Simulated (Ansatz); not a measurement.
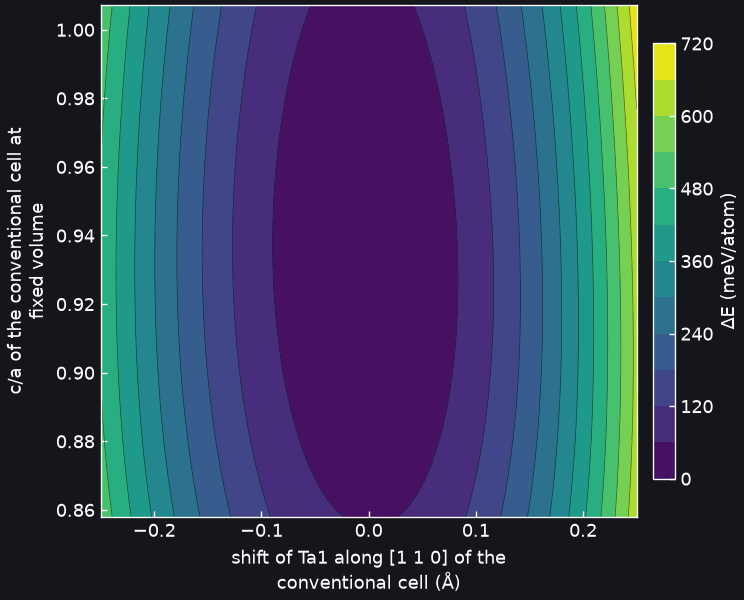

Ta2N (P-31m, No. 162; 9 atoms in the cell). The energy is mapped over a free internal coordinate and the cell. First axis: shift of Ta1 along [1 1 0] of the conventional cell, Cartesian (0.5 0.87 0), its symmetry partners moved as symmetry demands (measured in the relaxed cell). Second axis: c/a of the conventional cell at fixed volume. Nothing is relaxed (all other coordinates fixed). Grid: 9 × 9 points. Points are written as (first, second). All energies are given in meV/atom relative to the lowest grid point. Level of theory: Ansatz 0.2.0, DFT PBE, scalar-relativistic, plane waves, PAW. Settings: cutoff 520 eV, k-mesh 9×9×8 in the order of the run's cell vectors, gaussian smearing 0.15 eV, no spin polarisation.

Drawn: filled contours. Between grid points the surface is interpolated.

The lowest grid point is at (0.000 Å, 0.933). No other kind of well shows on this grid. The highest grid point, (0.250 Å, 1.007), lies 699 meV/atom above the lowest.

The level of theory is changed to Ansatz, DFT LDA, scalar-relativistic, plane waves, PAW; with it change the cell, relaxed at the new level (first cell vector 5.229 Å, before 5.314 Å); the new grid has 9 × 9 points.

How does the landscape change?

The minimum (interpolated where it lies between grid points) moves from (0.000 Å, 0.933) to (0.000 Å, 0.934). The curvature at the minimum changes by less than a tenth (about 156) eV/Å² along the first coordinate and by less than a tenth (about 156) eV per unit squared along the second coordinate (per cell).

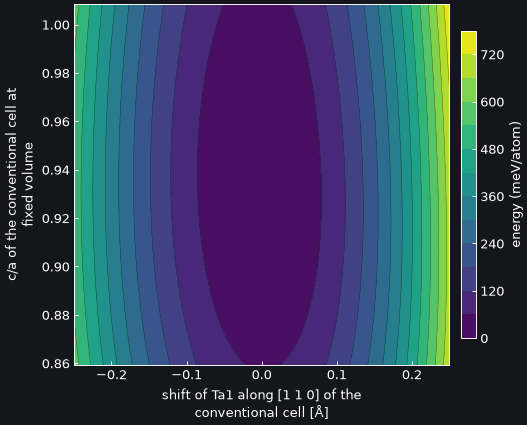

The map after the change, on a colour scale of its own. Drawn: filled contours. Between grid points the surface is interpolated.

PAW datasets: the set soft_1.
